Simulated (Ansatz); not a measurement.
# Au/Be2C/Cd: conductance against the thickness of the layer, part 5 of 5

Aim: the conductance of Au/Be2C/Cd junctions as the barrier thickens. The lower electrode is Au fcc(111), the upper one Cd hcp(0001); the barrier is Be2C fluorite(111) (whole trilayers). In the first transport cell, after relaxation, the nearest pair of electrode and barrier is Au–Be at 2.50 Å, along the normal, at the lower face and Cd–Be at 3.41 Å, at a slant, too long for a bond, at the upper one. A gap without bonds adds to the barrier. All share a net of side 2.942 Å, which strains the lower electrode by +0.0 %, the upper one by -2.9 % and the barrier by -3.9 %, against typed lattice constants near PBE's. The first steps treat the bulk electrodes alone.

Ansatz 0.2.0; PBE DFT, plane waves, PAW files (the session's first sound run).

So far, transmission at the Fermi level (a spin, zone mean): step 5 (the open system: T(E)) 0.122; step 6 (conductance, atomic planes in the barrier 6, gap between the electrodes 9.19 Å) 0.167; step 7 (conductance on a fine mesh, 28 atoms) 0.115; step 9 (conductance on a fine mesh, atomic planes in the barrier 15, gap between the …) 0.0462. Also channels of the lower lead: step 5 0.806; step 7 0.783.

### 11. The series together

Times are for 4 threads of Arm Neoverse V1, shared host. The runs compared:

| no. | gap between the electrodes (Å) | junction conductance (S/m²) | resistance-area product beyond the leads (Ω um²) | time | memory (GiB) |
| --- | --- | --- | --- | --- | --- |
| 1 | 9.19 | 1.72e14 | 0.004316 | 2.8 min | 3.4 |
| 2 | 11.77 | 1.22e14 | 0.006732 | 3.2 min | 3.6 |
| 3 | 14.35 | 7.77e13 | 0.01139 | 3.4 min | 3.8 |
| 4 | 16.93 | 4.66e13 | 0.01997 | 3.9 min | 4.0 |
| 5 | 19.51 | 2.61e13 | 0.03687 | 4.2 min | 4.1 |

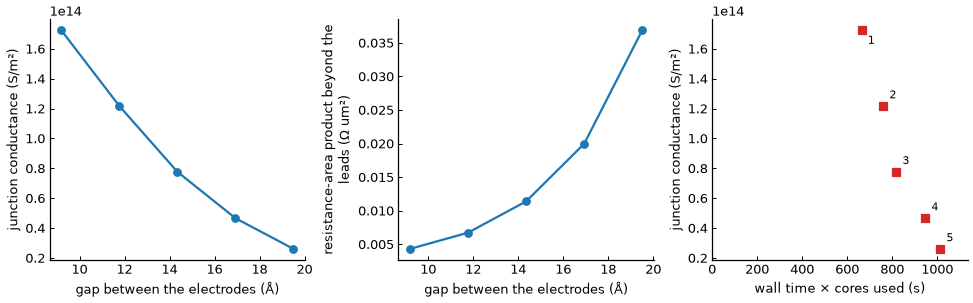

The series as plots; the last panel sets the first result against cost, with the runs numbered as in the table.

The runs together. The transmission, zone mean by energy, zero at the Fermi level:

```
energy (eV)   9.19   11.77   14.35   16.93   19.51
     -0.260  0.179   0.147   0.126  0.0783  0.0621
     -0.223  0.176   0.151   0.112  0.0857  0.0582
     -0.185  0.189   0.146   0.115  0.0786  0.0457
     -0.147  0.183   0.150   0.104  0.0668  0.0417
     -0.110  0.179   0.141  0.0942  0.0579  0.0348
     -0.072  0.175   0.133  0.0850  0.0533  0.0305
     -0.035  0.170   0.122  0.0753  0.0455  0.0293
      0.003  0.167   0.115  0.0712  0.0462  0.0249
      0.040  0.159   0.112  0.0740  0.0404  0.0213
      0.077  0.167   0.115  0.0672  0.0360  0.0185
      0.115  0.163   0.109  0.0620  0.0323  0.0161
      0.152  0.160   0.103  0.0575  0.0279  0.0154
      0.190  0.159  0.0993  0.0522  0.0278  0.0135
      0.228  0.157  0.0951  0.0510  0.0252  0.0121
      0.265  0.147  0.0910  0.0473  0.0229  0.0108
```

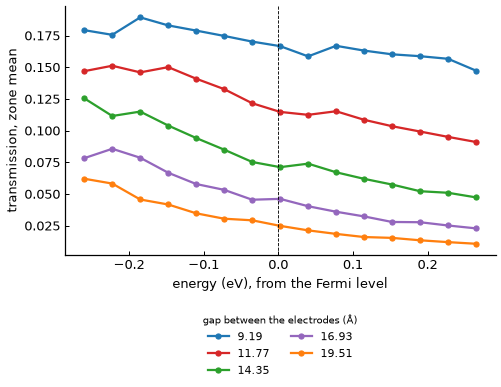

Transmission, zone mean, plotted against energy.

### 12. Decay with thickness

This step: Fit of the logarithm of the conductance against the barrier's thickness, from PBE DFT, plane waves, PAW files (Ansatz 0.2.0).

No new run: the logarithm is fitted against the thickness.

This step gave:

* decay constant of the conductance: 0.18 Å⁻¹
* r.m.s. misfit of ln G: 0.06

From the end points alone, β = ln(1.72e+14 / 2.61e+13) / 10.32 Å = 1.89 / 10.32 Å = 0.18 Å⁻¹.

### 13. A repeat with changed settings, 28 atoms

This step: PBE DFT, plane waves, PAW files; ballistic transmission by layer matching between semi-infinite leads; changed: ENCUT = 0.3 (Ansatz 0.2.0).

System of this step: Au/Be2C/Cd. The cell holds 28 atoms: 8 Au, 6 Be, 3 C and 11 Cd. Its edges and angles: a = 2.942 Å, b = 2.942 Å, c = 72.720 Å, α = 90.0°, β = 90.0°, γ = 120.0°. Regions: left electrode, 8 atoms (8 Au); barrier, 9 atoms (6 Be and 3 C); right electrode, 11 atoms (11 Cd). Vacuum lies along c.

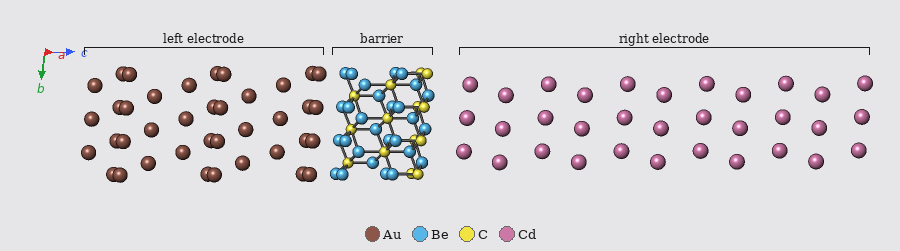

The cell of this step (gold brown, beryllium blue, carbon yellow, cadmium pink). Bonds to atoms that aren't drawn are left out. 1×3×1 cells are drawn. Some periodic images of atoms are drawn too.

The setting was drawn as a possible misstep, on purpose. Where the input is shown as a difference, that is against the step before, not the twin.

Input file input.yaml:

```yaml
crystal:
  lattice:
    - [2.942, 0.0, 0.0]
    - [-1.471, 2.5478467379, 0.0]
    - [0.0, 0.0, 72.7198234924]
  atoms:
    - { symbol: Au, position: [0.66666667, 0.33333333, 0.0962598596] }
    - { symbol: Au, position: [0.0, 0.0, 0.1292078042] }
    - { symbol: Au, position: [0.33333333, 0.66666667, 0.1621557488] }
    - { symbol: Au, position: [0.66666667, 0.33333333, 0.1951036934] }
    - { symbol: Au, position: [0.0, 0.0, 0.228051638] }
    - { symbol: Au, position: [0.33333333, 0.66666667, 0.2609995826] }
    - { symbol: Au, position: [0.66666667, 0.33333333, 0.2939475273] }
    - { symbol: Au, position: [0.0, 0.0, 0.3279442999] }
    - { symbol: Be, position: [0.0, 0.0, 0.3623293694] }
    - { symbol: C, position: [0.33333333, 0.66666667, 0.3716270782] }
    - { symbol: Be, position: [0.66666667, 0.33333333, 0.3792741466] }
    - { symbol: Be, position: [0.33333333, 0.66666667, 0.3974990077] }
    - { symbol: C, position: [0.66666667, 0.33333333, 0.406545618] }
    - { symbol: Be, position: [0.0, 0.0, 0.4148607315] }
    - { symbol: Be, position: [0.66666667, 0.33333333, 0.4329868254] }
    - { symbol: C, position: [0.0, 0.0, 0.4415448487] }
    - { symbol: Be, position: [0.33333333, 0.66666667, 0.449101063] }
    - { symbol: Cd, position: [0.66666667, 0.33333333, 0.4897583621] }
    - { symbol: Cd, position: [0.33333333, 0.66666667, 0.5305086478] }
    - { symbol: Cd, position: [0.66666667, 0.33333333, 0.5719788137] }
    - { symbol: Cd, position: [0.33333333, 0.66666667, 0.6134489795] }
    - { symbol: Cd, position: [0.66666667, 0.33333333, 0.6549191454] }
    - { symbol: Cd, position: [0.33333333, 0.66666667, 0.6963893112] }
    - { symbol: Cd, position: [0.66666667, 0.33333333, 0.737859477] }
    - { symbol: Cd, position: [0.33333333, 0.66666667, 0.7793296429] }
    - { symbol: Cd, position: [0.66666667, 0.33333333, 0.8207998087] }
    - { symbol: Cd, position: [0.33333333, 0.66666667, 0.8622699746] }
    - { symbol: Cd, position: [0.66666667, 0.33333333, 0.9037401404] }
kpoints:
  mp_grid: { grid: [12, 12, 1] }
scf:
  occupations: { method: fermi_dirac, width: 0.1 }
  max_iter: 150
hamiltonian:
  xc: pbe
output:
  transmission:
    kmesh: [18, 18]
    e_range: [-3, 3]
    de: 0.1
    leads: [[3, 4], [22, 24]]
  dos: { projected: true, e_range: [-6, 5], de: 0.05 }
  write_potential: true
  write_density: true
  volumetric_format: npy
ENCUT: 0.3
```

Launch:

```console
> ansatz run input.yaml --threads 4 --pin off --max-ram 10240MiB --backend cpu --events-out ev --progress --plain --runs-dir out
```

Numbers of over 12 decimals in the logs are rounded to 6 here.

What it wrote:

```text
Error: YAML parse error: error: line 52 column 1: unknown field `ENCUT`, expected one of crystal, accuracy, basis, kpoints, hamiltonian, magnetization, projection, total_charge, correlation, batch, efield, external_charges, scf, relax, neb, saddle, md, ramp, phonons, dielectric, real_time, elastic, magnetic_configurations, gw, evaluate, workflow, output, checkpoint, execution
  --> <input>:52:1
   |
50 |   write_density: true
51 |   volumetric_format: npy
52 | ENCUT: 0.3
   | ^ unknown field `ENCUT`, expected one of crystal, accuracy, basis, kpoints, hamiltonian, magnetization, projection, total_charge, correlation, batch, efield, external_charges, scf, relax, neb, saddle, md, ramp, phonons, dielectric, real_time, elastic, magnetic_configurations, gw, evaluate, workflow, output, checkpoint, execution
```

Wall time 0.02 s (4 threads of Arm Neoverse V1, shared host); peak memory 0.022 GiB.

The program refused the input before any cycle.

The program's message: “Error: YAML parse error: error: line 52 column 1: unknown field `ENCUT`, expected one of crystal, accuracy, basis, kpoints, hamiltonian, magnetization, projection, total_charge, correlation, batch, ef …”

The change that led to it: ENCUT = 0.3.

### 14. A repeat with changed settings, 25 atoms

This step: PBE DFT, plane waves, PAW files; ballistic transmission by layer matching between semi-infinite leads; changed: output.transmission.kpoints = null, output.transmission.kmesh = [1, 1] (Ansatz 0.2.0).

System of this step: Au/Be2C/Cd. The cell holds 25 atoms: 8 Au, 4 Be, 2 C and 11 Cd. Cell: a = 2.942 Å, b = 2.942 Å, c = 70.139 Å, α = 90.0°, β = 90.0°, γ = 120.0°. Regions: left electrode, 8 atoms (8 Au); barrier, 6 atoms (4 Be and 2 C); right electrode, 11 atoms (11 Cd). Vacuum lies along c.

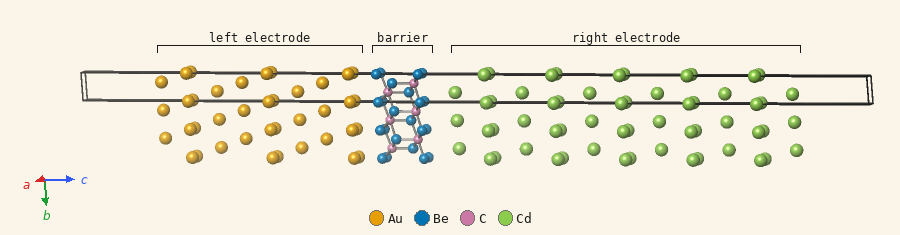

The cell of this step (gold orange, beryllium blue, carbon pink, cadmium green). Bonds to atoms that aren't drawn are left out. 1×3×1 cells are drawn. Some periodic images of atoms are drawn too.

This run repeats an earlier one, its twin (the conductance run, 6 atomic planes between the electrodes), with one setting changed (output.transmission.kmesh; files written aside). The setting was drawn as a possible misstep, on purpose. Where the input is shown as a difference, that is against the step before, not the twin.

Input file input.yaml:

```yaml
crystal:
  lattice:
    - [2.942, 0.0, 0.0]
    - [-1.471, 2.5478467379, 0.0]
    - [0.0, 0.0, 70.139155651]
  atoms:
    - { symbol: Au, position: [0.66666667, 0.33333333, 0.0998016006] }
    - { symbol: Au, position: [0.0, 0.0, 0.1339618168] }
    - { symbol: Au, position: [0.33333333, 0.66666667, 0.1681220329] }
    - { symbol: Au, position: [0.66666667, 0.33333333, 0.202282249] }
    - { symbol: Au, position: [0.0, 0.0, 0.2364424651] }
    - { symbol: Au, position: [0.33333333, 0.66666667, 0.2706026813] }
    - { symbol: Au, position: [0.66666667, 0.33333333, 0.3047628974] }
    - { symbol: Au, position: [0.0, 0.0, 0.3400105317] }
    - { symbol: Be, position: [0.0, 0.0, 0.3756607496] }
    - { symbol: C, position: [0.33333333, 0.66666667, 0.385300554] }
    - { symbol: Be, position: [0.66666667, 0.33333333, 0.3932289851] }
    - { symbol: Be, position: [0.33333333, 0.66666667, 0.4121244034] }
    - { symbol: C, position: [0.66666667, 0.33333333, 0.4209973067] }
    - { symbol: Be, position: [0.0, 0.0, 0.4288315408] }
    - { symbol: Cd, position: [0.33333333, 0.66666667, 0.4709847659] }
    - { symbol: Cd, position: [0.0, 0.0, 0.5132343989] }
    - { symbol: Cd, position: [0.33333333, 0.66666667, 0.556230399] }
    - { symbol: Cd, position: [0.0, 0.0, 0.599226399] }
    - { symbol: Cd, position: [0.33333333, 0.66666667, 0.6422223991] }
    - { symbol: Cd, position: [0.0, 0.0, 0.6852183991] }
    - { symbol: Cd, position: [0.33333333, 0.66666667, 0.7282143992] }
    - { symbol: Cd, position: [0.0, 0.0, 0.7712103992] }
    - { symbol: Cd, position: [0.33333333, 0.66666667, 0.8142063993] }
    - { symbol: Cd, position: [0.0, 0.0, 0.8572023993] }
    - { symbol: Cd, position: [0.33333333, 0.66666667, 0.9001983994] }
kpoints:
  mp_grid: { grid: [12, 12, 1] }
scf:
  occupations: { method: fermi_dirac, width: 0.1 }
  max_iter: 150
hamiltonian:
  xc: pbe
output:
  transmission:
    kmesh: [1, 1]
    e_range: [-0.26, 0.27]
    de: 0.0375
    leads: [[3, 4], [19, 21]]
```

What it wrote:

```text
[...]
Crystal: 25 atoms, lattice volume = 525.747 Å³
Basis set: ecut = 420 eV, 10135 PW (Γ)
Bands: 233, of which v1, the nominal top of the filled ones, is band 194 counted from 1 (193 counted from 0)
Symmetry: 6 space group operations
[...]
k-points: 19 of 144 (time reversal used)
[...]
SCF iter   1: F=—  HF=-196866.157842 eV  |F-HF|=—  |Δ(HF+E_count)|=         —  Δρ=4.15e-3  dr2=9.95e0  ethr=1.77e-3  ⟨swp⟩=6.8  Hψ=17644  notcnv=0  defer=239
[...]
SCF iter   8: F=-196866.007172 eV  HF=-196866.007172 eV  |F-HF|=3.32e-8  |Δ(HF+E_count)|=   3.25e-8  Δρ=2.43e-6  dr2=5.54e-8  ethr=2.58e-11  ⟨swp⟩=14.4  Hψ=20044  notcnv=0
SCF 1 converged in 8 iterations: F = -196866.007172 eV  dr2 = 5.54e-8
[...]
transmission: 12 of 59 steps passed
transmission: 20 of 59 steps passed
[...]
transmission: 59 of 59 steps passed
SCF converged after 8 iterations
Free energy (F): -196866.007172 eV
[...]
Internal energy: -196865.811578 eV  (E = F + TS)
E sigma→0 (E₀):  -196865.909375 eV
Entropy (-TS):   -0.195594 eV (-7.824 meV/atom)
Fermi energy:    11.665975 eV
[...]
--- Band table (eV; the first three rows and the last of 19) ---
  k-point 0: bands = [... 190 lower, 9.5896, 9.5905, 9.7413, 9.7413, 9.9673, 10.5564, 11.2373, 11.2996, ... 35 higher]
  k-point 1: bands = [... 190 lower, 9.5989, 9.7528, 9.7603, 10.0499, 10.4859, 10.6649, 10.9149, 10.9342, ... 35 higher]
  k-point 2: bands = [... 190 lower, 9.7817, 9.7819, 10.0206, 10.1818, 10.3043, 10.3833, 10.7272, 11.1979, ... 35 higher]
  k-point 18: bands = [... 190 lower, 12.9475, 12.9829, 13.1314, 13.2355, 13.4351, 13.5320, 13.5640, 13.7753, ... 35 higher]
--- Transmission ---
  basis      : 61 plane waves across, 59 finite elements along
  points     : 1, standing for a mesh of 1 x 1
  unconverged: the k-mesh may be too coarse, since an axis without vacuum has one point: set a kmesh with more there, and mesh_tolerance
[...]
channels       : 0.000000e0 a spin
    conductance    : none, crystal 0 has no channel at the energies
    slowest decay  : 0.1117 /Å at (0.0000, 0.0000)
[...]
filled         : the energies don't show the level at which it is neutral, so that its conductances can be far off (widen output.transmission.e_range or lay more layers, and without a second SCF fill by fermi_dirac at their temperature on more k-points)
    channels       : 1.000000e0 a spin
[...]
junction   : crystal 0 to crystal 1, 14.69 to 49.57 Å
    transmission   : 0.000000e0 a spin
    conductance    : none, crystal 0 has no channel at the energies
```

It took 1.8 min on 4 threads; peak memory 3.4 GiB; 7.3 min of CPU time.

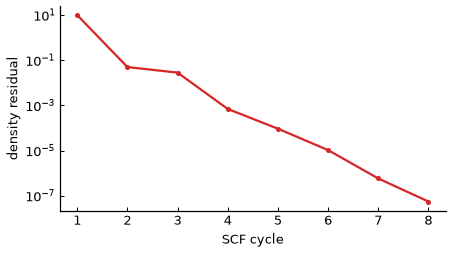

Residual by cycle in this run.

The run finished. A setting was moved off its sound value on purpose, so it serves as a test and not as the result.

The fault put into the input: one point across the current (output.transmission.kmesh = [1, 1]).

The mean transmission between -0.26 and +0.27 eV is 0 against 0.169 in the twin: a factor of 0, at 0.69 times the CPU time.

Side by side:

| quantity | this run | sound run | difference |
| --- | --- | --- | --- |
| transmission at the Fermi level (a spin, zone mean) | 0 | 0.16666 | -0.167 |
| channels of the lower lead | 0 | 0.78333 | -0.783 |
| channels of the upper lead | 1 | 0.56111 | 0.439 |
| ballistic conductance of the upper lead (S/m²) | 1.034e15 | 5.756e14 | 4.6e14 |

The two runs differ clearly in the transmission at the Fermi level (a spin, zone mean): 0 against 0.167.

### 15. What came out

```
1/G at 9.19 Å gap : 0.00580 Ω um²
1/G at 19.5 Å gap : 0.0384 Ω um²
decay constant β  : 0.18 Å⁻¹
```

In words: A fit of ln G against d gives β = 0.18 Å⁻¹, and step by step the slopes are 0.13, 0.17, 0.20 and 0.23 Å⁻¹. They differ by more than a fifth, so the fit is an average; how much of this is a real bend and how much error of the runs wasn't traced. A transmission of 0.12 across 12 Å is too high for tunnelling deep in a gap, so the spacer works as a low barrier at best. The program's largest error estimate on these conductances is 30 %, from the leads' potential steps, in the run that gave 2.6e13 S/m². In 5 of these 5 runs a lead's potential steps by more than 25 meV, which the program flags as too much. No spin-orbit coupling, phonons, disorder or image charges enter; the interfaces are ordered, one cell wide and lattice-matched by strain. Semilocal gaps are too small, which can bring a band edge of the barrier nearer to the Fermi level than it is.

[Logs are printed without paths, hosts, clocks, repeated set-up lines and the standing remarks that a program may print on its own settings, such as how far it seeks lower states.]

[Hosts, paths, dates, database ids (printed as entryN), source tags and the programs' standing remarks are cut or masked in the printed files.]
